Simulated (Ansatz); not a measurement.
## Geometry relaxation, with input and output: CoO (part 2 of 2)

CoO (P6₃mc, 4 atoms in the cell); DFT PBEsol, scalar-relativistic, plane waves, PAW, spin-polarised (Ansatz 0.2.0); cutoff 420 eV, 18×18×8 k-mesh, Gaussian smearing of 0.2 eV, collinear spins. The structure derives from a Materials Project entry. It belongs to a series of runs on one base structure; here: cell and atoms relaxed tightly for response.

Geometry of the input (Å; fractional positions):
```
3.0505  0.0000  0.0000
-1.5252  2.6418  0.0000
0.0000  0.0000  5.2535
Co 0.0000  0.0000  0.0095
Co 0.3333  0.6667  0.5095
O  0.0000  0.0000  0.3655
O  0.3333  0.6667  0.8655
```

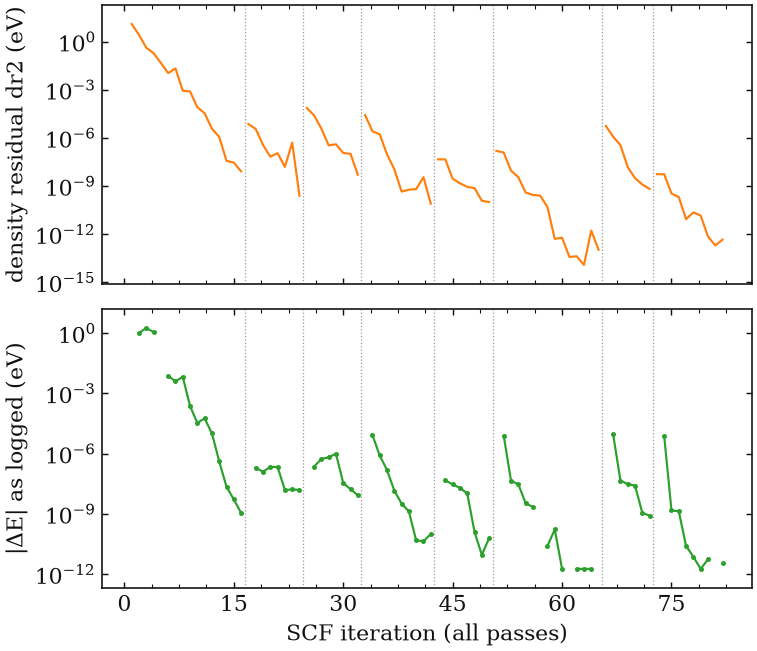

Convergence of the self-consistent field: density residual dr2 and size of the energy change against the SCF iteration. The dotted lines part the SCF passes of the relaxation: geometry steps, rejected trials and re-solves on a re-selected basis. The 8 passes take 7 to 16 iterations each, 82 in all.

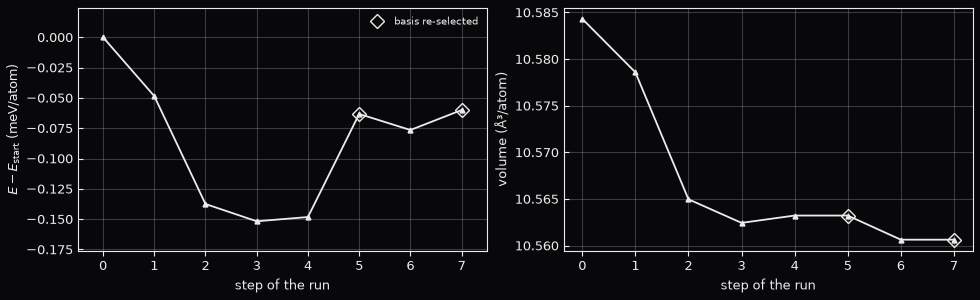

Progress of the relaxation, step by step (the first geometry is step 0 here and step 1 in the log). No atom moves by more than 0.005 Å relative to the cell. The energy falls by 0.1 meV per atom in 5 geometry steps. The largest force component goes from 0.015 to under 0.0001 eV/Å. The pressure goes from −0.14 to 0.00 GPa. The basis was re-selected once at an unchanged geometry, which shifts the energy a little without any move. The energy change given includes the shifts at the re-selections in mid-walk, which come without any move. A last SCF at the same geometry on a re-selected plane-wave basis shifts the energy by +0.0 meV per atom.

```
basis re-selected at this cell: Δ(F+E_penalty+E_count) = +6.606e-5 eV, ΔP = -0.001 GPa vs the last step (what re-selecting the basis moved, of the pressure what is left beyond the Pulay correction that the steps carried, after the strain that the cell walked since its last selection, with what the two solves' SCF thresholds leave and, on support functions, any second-order correction that the steps lacked; it is no measure of the basis error at this ecutwfc). This SCF's stress stands 5.22e-3 GPa from its target on what of the cell is left free (relax.cell.stress_tol is 1.00e-2 GPa) and its largest allowed force component is 9.22e-5 eV/Å (relax.f_tol is 1.00e-3 eV/Å): within both
SCF converged after 10 iterations
Magnetization: -0.0000 μB (23.0000 up, 23.0000 down)
Absolute magnetization: 4.4646 μB (∫|ρ↑−ρ↓|, with the PAW one-centre terms)
Spin contamination: 1.9561 ħ² per cell (⟨S²⟩ above its minimum at these occupations)
Per-site moments (μB) at R_I (Å): [(-1.8773779890795224, 0.7714179223153271), (1.8773791790412682, 0.7714190532208478), (0.1365781828388642, 0.7714179223153271), (-0.13657889044409477, 0.7714190532208478)]
Free energy (F): -11305.178696 eV
Harris-Foulkes:  -11305.178696 eV  (|F-HF|=0.00e0)
Internal energy: -11305.076572 eV  (E = F + TS)
E sigma→0 (E₀):  -11305.127634 eV
Entropy (-TS):   -0.102123 eV (-25.531 meV/atom)
Fermi energy:    12.429548 eV
--- Per-component energies (eV) ---
  E_band       = -686.979162
  E_kinetic    = 1242.508637
  E_local      = -7518.313351  (includes V_loc(G=0)·N_el)
  E_nonlocal   = 1027.192767
  E_hartree    = 3100.636880
  E_xc         = -454.361717
  E_vxc        = -587.041391  (∫ρ·V_xc dr)
  E_paw        = -3275.430296  (= ΣΔE_a)
  E_vpaw       = -1052.604399  (= ΣTr[D̂ρ^β])
  E_aug_tail   = 0.004782  (compensation charges beyond the density's cutoff)
  E_ewald      = -5427.761689
  E_core_change = 0.447414  (= ΣΔE_core)
  E_smearing   = -0.102123  (= −TS)
  E_closure    = 0.000000  (closes the sum)
  Σ components = -11305.178696   (vs F -11305.178696, Δ=0.00e0)
--- Forces (eV/Å), atoms counted from 1 ---
  atom   1  Co    -0.00000000     0.00000000     0.00006187
  atom   2  Co     0.00000000     0.00000000     0.00008808
  atom   3  O      0.00000000    -0.00000000    -0.00006157
  atom   4  O      0.00000000     0.00000000    -0.00009347
  max |Σ_I F_I| component: 5.09e-6 eV/Å
--- Stress (GPa, compression-positive) ---
       -0.005219       0.000000       0.000000
        0.000000      -0.005219       0.000000
        0.000000       0.000000       0.004419
  P = ⅓ Tr σ = -0.0020 GPa (-0.020 kbar)
--- Band table (eV; the first three rows and the last of 532) ---
  k-point 0 ↑: bands = ["-83.7810", "-81.3858", "-47.4805", "-47.0665", "-47.0665", "-44.9954", "-44.7997", "-44.7997", "-8.2153", "-7.4533", "4.5583", "5.7296", "6.1548", "6.1548", "6.9945", "6.9945", "10.1309", "10.1309", "10.5387", "11.4157", "11.4157", "12.4712", "12.4712", "12.5774", "14.1770", "14.3720", "14.3720", "18.4454", "19.4844", "25.8974", "27.4139"]
  k-point 1 ↑: bands = ["-83.7809", "-81.3858", "-47.4804", "-47.0665", "-47.0665", "-44.9953", "-44.7997", "-44.7997", "-8.1904", "-7.4805", "4.5776", "5.6661", "6.1591", "6.1591", "6.9824", "6.9824", "10.1428", "10.1428", "10.6065", "11.4235", "11.4235", "12.4833", "12.4833", "12.6782", "14.1951", "14.3453", "14.3453", "17.9233", "19.9881", "25.4606", "27.4022"]
  k-point 2 ↑: bands = ["-83.7809", "-81.3857", "-47.4804", "-47.0665", "-47.0665", "-44.9954", "-44.7997", "-44.7997", "-8.1207", "-7.5559", "4.6379", "5.4978", "6.1697", "6.1697", "6.9528", "6.9528", "10.1718", "10.1718", "10.7836", "11.4400", "11.4400", "12.5170", "12.5170", "12.8852", "14.2775", "14.2775", "14.3178", "17.0825", "20.7876", "24.5247", "27.3878"]
  k-point 265 ↓: bands = ["-83.7783", "-81.3829", "-47.4765", "-47.0895", "-47.0854", "-44.9906", "-44.8260", "-44.8210", "-7.3424", "-7.0863", "5.3156", "5.3905", "5.3957", "5.7578", "6.7403", "6.9445", "9.5034", "10.2834", "10.7166", "11.0647", "11.1571", "11.4717", "11.8312", "12.5779", "13.0625", "13.4893", "19.7103", "20.2904", "20.7983", "20.8756", "22.3860"]
--- Relaxed structure (6 steps of the walk, 6 accepted, 2 SCFs on fresh bases) ---
  F+E_penalty+E_count = -11305.17869568 eV   max|allowed force component| = 9.219e-5 eV/Å   (the final SCF, on the basis selected at the relaxed cell)
  cell:  # Å, volume = 42.2425 Å³
    - [3.042012070607948, 0.0, 0.0]
    - [-1.521006035303974, 2.6344597317653844, -1.2165190906007685e-35]
    - [0.0, -2.4191928665025195e-35, 5.2710553473589465]
  atoms:
    - { symbol: Co, position: [4.6403378374447993e-38, -3.700743415524894e-17, 0.010106497372579664] }
    - { symbol: Co, position: [0.3333333333333333, 0.6666666666666666, 0.5101063364169149] }
    - { symbol: O, position: [1.675388539188276e-36, -3.700743415524894e-17, 0.3648939034723421] }
    - { symbol: O, position: [0.3333333333333333, 0.6666666666666666, 0.8648942626381635] }
--- Löwdin populations: 4 sites ---
  site symbol       q [e]    m [muB]
     0     Co     16.0103    -1.9977
     1     Co     16.0103     1.9977
     2      O      6.8227     0.1941
     3      O      6.8227    -0.1941
  spilling = 0.007261 (of n_electrons = 46.000000)
```

**Trajectory as extended XYZ (Å, eV, eV/Å), 8 frames, from step=1 to step=8**
```
4
Lattice="3.0505 0.0000 0.0000 -1.5252 2.6418 0.0000 0.0000 0.0000 5.2535" Properties=species:S:1:pos:R:3:forces:R:3 step=1 energy=-11305.17846 pressure_GPa=-0.14
Co    0.0000    0.0000    0.0499    0.0000   0.0000  -0.0139
Co    0.0000    1.7612    2.6767    0.0000   0.0000  -0.0148
O     0.0000    0.0000    1.9202    0.0000   0.0000   0.0139
O     0.0000    1.7612    4.5469    0.0000   0.0000   0.0149
4
Lattice="3.0488 0.0000 0.0000 -1.5244 2.6403 0.0000 0.0000 0.0000 5.2566" Properties=species:S:1:pos:R:3:forces:R:3 step=2 energy=-11305.17865 pressure_GPa=-0.10
Co    0.0000    0.0000    0.0503    0.0000   0.0000  -0.0071
Co    0.0000    1.7602    2.6786    0.0000   0.0000  -0.0077
O     0.0000    0.0000    1.9209    0.0000   0.0000   0.0070
O     0.0000    1.7602    4.5492    0.0000   0.0000   0.0077
4
Lattice="3.0442 0.0000 0.0000 -1.5221 2.6363 0.0000 0.0000 0.0000 5.2658" Properties=species:S:1:pos:R:3:forces:R:3 step=3 energy=-11305.17901 pressure_GPa=0.00
Co    0.0000    0.0000    0.0517    0.0000   0.0000   0.0068
Co    0.0000    1.7575    2.6846    0.0000   0.0000   0.0070
O     0.0000    0.0000    1.9229    0.0000   0.0000  -0.0069
O     0.0000    1.7575    4.5558    0.0000   0.0000  -0.0070
4
Lattice="3.0429 0.0000 0.0000 -1.5215 2.6353 0.0000 0.0000 0.0000 5.2688" Properties=species:S:1:pos:R:3:forces:R:3 step=4 energy=-11305.17906 pressure_GPa=0.01
Co    0.0000    0.0000    0.0528    0.0000   0.0000  -0.0012
Co    0.0000    1.7568    2.6872    0.0000   0.0000  -0.0012
O     0.0000    0.0000    1.9230    0.0000   0.0000   0.0012
O     0.0000    1.7568    4.5573    0.0000   0.0000   0.0012
4
Lattice="3.0429 0.0000 0.0000 -1.5215 2.6353 0.0000 0.0000 0.0000 5.2691" Properties=species:S:1:pos:R:3:forces:R:3 step=5 energy=-11305.17905 pressure_GPa=-0.00
Co    0.0000    0.0000    0.0528    0.0000   0.0000   0.0000
Co    0.0000    1.7568    2.6874    0.0000   0.0000   0.0000
O     0.0000    0.0000    1.9231    0.0000   0.0000   0.0000
O     0.0000    1.7568    4.5577    0.0000   0.0000   0.0000
4
Lattice="3.0429 0.0000 0.0000 -1.5215 2.6353 0.0000 0.0000 0.0000 5.2691" Properties=species:S:1:pos:R:3:forces:R:3 step=6 energy=-11305.17871 pressure_GPa=-0.02
Co    0.0000    0.0000    0.0528    0.0000   0.0000   0.0001
Co    0.0000    1.7568    2.6874    0.0000   0.0000   0.0001
O     0.0000    0.0000    1.9231    0.0000   0.0000  -0.0001
O     0.0000    1.7568    4.5577    0.0000   0.0000  -0.0001
4
Lattice="3.0420 0.0000 0.0000 -1.5210 2.6345 0.0000 0.0000 0.0000 5.2711" Properties=species:S:1:pos:R:3:forces:R:3 step=7 energy=-11305.17876 pressure_GPa=-0.00
Co    0.0000    0.0000    0.0533    0.0000   0.0000   0.0001
Co    0.0000    1.7563    2.6888    0.0000   0.0000   0.0001
O     0.0000    0.0000    1.9234    0.0000   0.0000   0.0000
O     0.0000    1.7563    4.5589    0.0000   0.0000  -0.0001
4
Lattice="3.0420 0.0000 0.0000 -1.5210 2.6345 0.0000 0.0000 0.0000 5.2711" Properties=species:S:1:pos:R:3:forces:R:3 step=8 energy=-11305.17870 pressure_GPa=-0.00
Co    0.0000    0.0000    0.0533    0.0000   0.0000   0.0001
Co    0.0000    1.7563    2.6888    0.0000   0.0000   0.0001
O     0.0000    0.0000    1.9234    0.0000   0.0000  -0.0001
O     0.0000    1.7563    4.5589    0.0000   0.0000  -0.0001
```

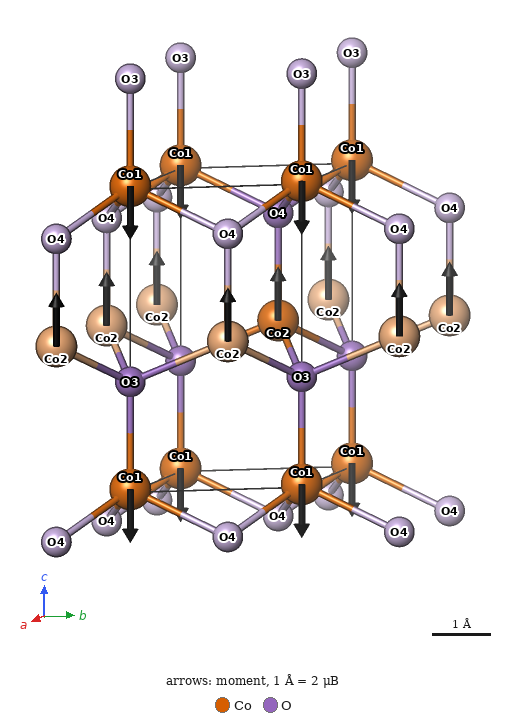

Magnetic moments of the sites as black arrows (ball-and-stick view of the cell of the calculation, seen slightly off an axis; neighbours outside the cell are drawn fainter; atoms are numbered from 1 in the order of the input); small moments hardly show. The run is collinear, so the axis drawn is arbitrary. Site moments: Co2 (1.88 μB); Co1 (−1.88 μB); O4 (−0.14 μB); O3 (0.14 μB). They are counted near the atoms and needn't add up to the moment of the cell.

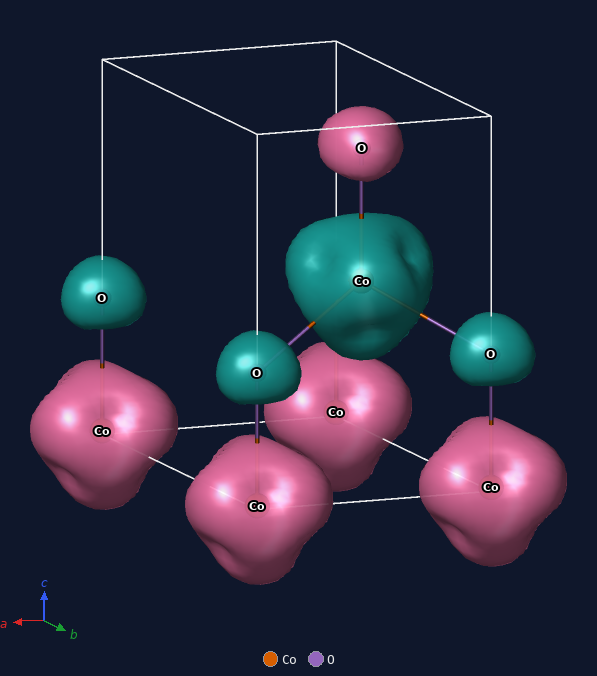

Isosurfaces of the spin density (up minus down) at +0.08 (teal) and −0.08 e/Å³ (pink), seen at an oblique angle. Sticks mark near contacts. The outline is the cell set on symmetry axes of the magnetic structure. The cell of the calculation (4 atoms) carries 0.0 μB net. In a PAW calculation such maps are meaningful between the atoms, not at the nuclei.

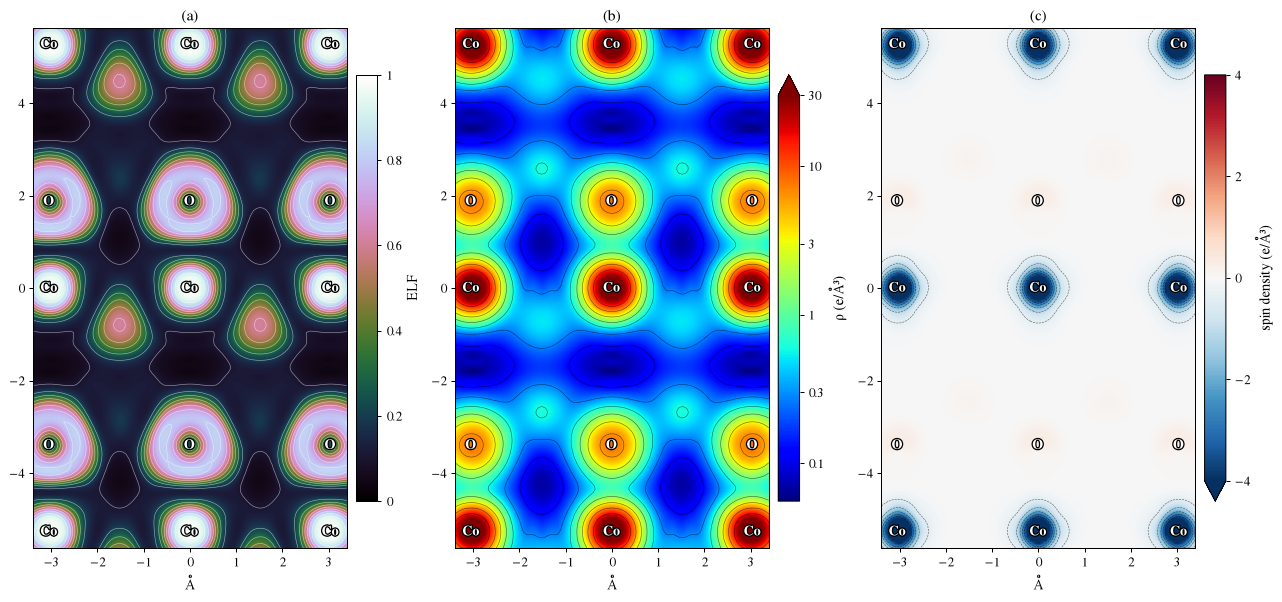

(a) ELF; (b) valence pseudo-density; (c) magnetisation density (up minus down) on the (100) plane of the conventional cell of the magnetic structure. Atoms in the plane: Co and O. Co–O (1.87 Å): ρ is about 0.86 e/Å³ halfway; the ELF is about 0.20 at the midpoint (a polar contact without a shared pair, in a metal). Away from the nuclei the density in this plane falls to 0.06 e/Å³ at its lowest. The strong features right at Co lie inside the PAW spheres (semicore, d or f shells) and say nothing about bonding. The cell of the calculation (4 atoms) carries 0.0 μB net.

**Key numbers**

| quantity | value |
| --- | --- |
| outcome | converged |
| space group (tolerance 0.01 Å) | P6₃mc (186) |
| electrons treated | 46 |
| free energy | −11305.1787 eV |
| Fermi energy | 12.430 eV |
| gap on the k-point mesh | none (metallic) |
| net moment of the cell | 0.00 μB |
| integrated absolute moment | 4.46 μB |
| pressure | 0.00 GPa |
| final volume | 42.24 Å³ |
| largest force (length of the vector) at the end | under 0.001 eV/Å |
| final cell | a = 3.042 Å, b = 3.042 Å, c = 5.271 Å, α = 90.00°, β = 90.00°, γ = 120.00° |
| wall time | 4.4 min (CPU time 8.5 min) |
| peak memory | 0.84 GiB |

**Notes**

Results for this metal are sensitive to the k-point mesh.
